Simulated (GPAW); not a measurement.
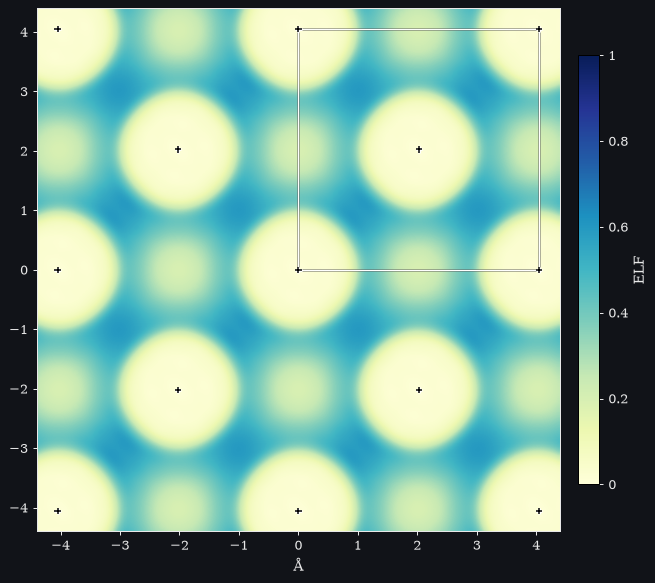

The electron localisation function on a plane through atoms (crosses mark nuclei in the plane).

Level of theory: Kohn-Sham DFT of a periodic cell, LDA, GPAW PAW data sets (gpaw-data 1.2.1) (GPAW).

Candidates:
A. Al, a = 4.05 Å, b = 4.05 Å, c = 4.05 Å, α = 90.00°, β = 90.00°, γ = 90.00°. Space group Fm-3m; computed pressure about −4 GPa in this cell.
B. MoSe, a = 3.50 Å, b = 3.50 Å, c = 3.50 Å, α = 90.00°, β = 90.00°, γ = 90.00°. Space group Pm-3m; a structure from a database of computed crystals, not necessarily the ambient phase; a generated structure, not necessarily the stable one; computed pressure about −32 GPa in this cell.
C. AlRu, a = 2.99 Å, b = 2.99 Å, c = 2.99 Å, α = 90.00°, β = 90.00°, γ = 90.00°. Space group Pm-3m; computed pressure about −8 GPa in this cell.

> Which system is this?

Candidate A: Al on the (010) plane of the conventional cell, which holds Al. Al–Al (2.86 Å): the ELF is about 0.60 at the midpoint.
